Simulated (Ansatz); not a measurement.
System: Ta.

Space group Im-3m; the calculation finds a residual pressure of about −4 GPa at this fixed cell. Spin-orbit coupling, left out here, splits and shifts the levels of such heavy elements, by tenths of an eV up to several eV.

```
Ta
1.0
     3.30256    0.00000    0.00000
     0.00000    3.30256    0.00000
     0.00000    0.00000    3.30256
Ta
2
Direct
  0.00000 0.00000 0.00000
  0.50000 0.50000 0.50000
```

The calculation used DFT PBEsol, scalar-relativistic, plane waves, PAW in Ansatz 0.2.0.

Q: What makes up the frontier states of this crystal?

A: The calculation finds no gap at the Fermi level. The states at the Fermi level: Ta 5d (90 %) and Ta 6s (10 %) by Löwdin projection on a minimal orbital set.

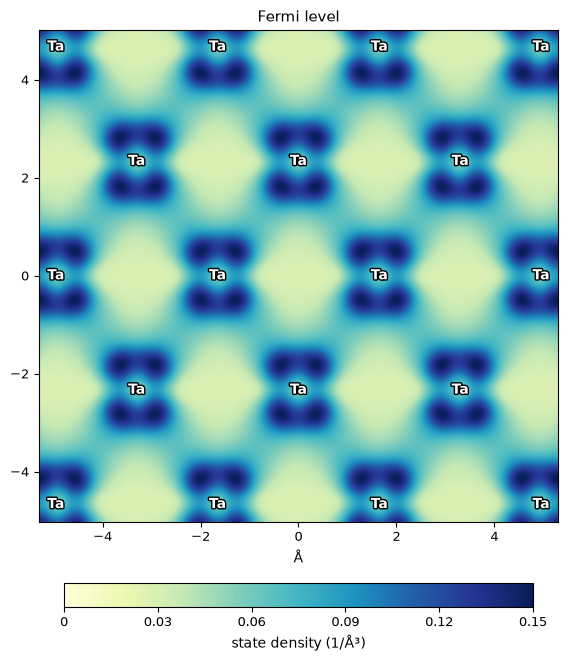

Computed densities of these states (window −0.25 to +0.25 eV about the Fermi level) on the (011) plane of the conventional cell.

In a PAW calculation such maps are meaningful between the atoms, not at the nuclei.
